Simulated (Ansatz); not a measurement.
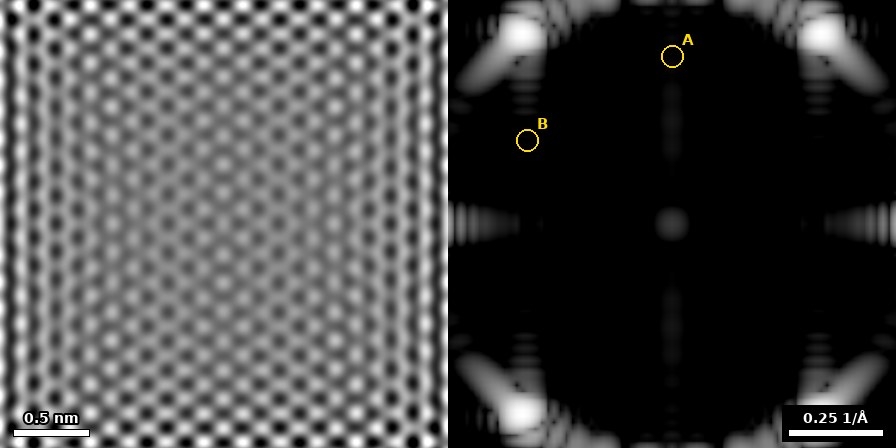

HRTEM-like image of Fe (P6_3/mmc, No. 194) along [001]. Simulated in the weak-phase-object approximation with neutral-atom potentials: 80 kV, Cs = 40 µm, defocus −155 Å (negative is underfocus), defocus spread 12 Å, aperture 0.65 1/Å. Model: the end point of a relaxation with DFT PBE, scalar-relativistic, plane waves, PAW (Ansatz 0.2.0); the starting structure was generated, so it need not be a known form of this composition.

The right panel is the modulus of the image's Fourier transform on a logarithmic scale.

a = 2.540 Å, b = 2.540 Å, c = 12.922 Å, α = 90.00°, β = 90.00°, γ = 120.00°

Index the marked spots and give their plane spacings (the zone axis points at the viewer; indices equivalent by symmetry, or all signs reversed, are as good).

A: (-1 1 0), d = 2.20 Å; B: (-1 0 0), d = 2.20 Å. A and B enclose 60°, and every spot obeys the zone law hu + kv + lw = 0 for [001].
